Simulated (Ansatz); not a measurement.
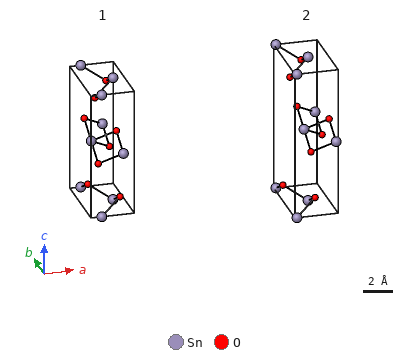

Two geometries of crystalline SnO₂ (set up in C222_1), drawn at one scale. One is the start of a relaxation, the other its converged end. A ball-and-stick model of the conventional cell (2 times the calculation's cell), seen from a free direction. Lengths and directions refer to the drawn axes.

All numbers below come from DFT r2SCAN, scalar-relativistic, plane waves, PAW (Ansatz). Set-up: plane-wave cutoff 500 eV; k-point mesh 12 × 12 × 2; occupations gaussian; smearing width 0.05 eV; no spin polarisation; cell and atoms relaxed; force threshold 0.008 eV/Å; at most 80 steps.

### Which geometry has the lower energy?

Structure 1 is the relaxed one. Case: mode 1 (-13.0 1/cm) frozen in at 0.15 Å; cell and atoms relaxed. Over 12 accepted moves (14 points after the start) the energy falls by 12.7 meV per atom. The largest force component goes from 0.011 to 0.0018 eV/Å. Pressure: 0.00 GPa at the start and 0.02 GPa at the end. The line search rejected the trial step at point 11 of the run. The SCF was repeated once at an unchanged geometry on a basis and grid sized afresh for the cell, which shifted the energy by 1.0 meV per atom at most. The largest moves relative to the cell, 0.67 Å, are those of O atoms. Largest moves by element: O 0.67 Å, Sn 0.65 Å. The drawn cell changes as follows: a 3.189 → 3.204 Å (+0.5 %), b 5.523 → 5.518 Å (−0.1 %), c 11.109 → 9.428 Å (−15.1 %); the volume changes by −14.8 %. The space group stays C222_1 (No. 20).

Limits of the set-up: layers or molecules are held without a dispersion correction, so their spacing is unreliable.
